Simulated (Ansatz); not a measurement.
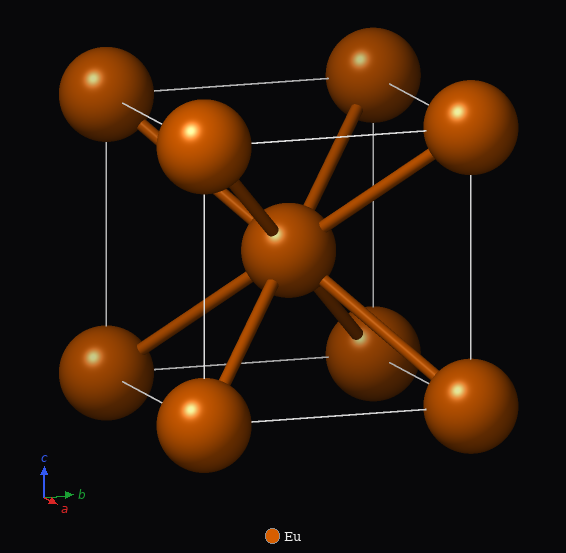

The structure above is drawn in ball-and-stick style and viewed slightly off an axis. The conventional unit cell is drawn as a box.

Bonding distances used: Eu–Eu up to 4.26 Å (cut-off distances).

> How many atoms does the cell contain?

2 (europium), counting shared atoms by their share.

> Which Bravais lattice does it have?

Body-centred cubic.

> Name the structure type.

Body-centred cubic (W type).

> Describe the environment of the Eu atoms.

Eight Eu in a cubic arrangement.

Starting structure: the standard structure of this element. The cell was then strained or its atoms displaced on purpose. Ansatz was used for an electronic-structure calculation on it.
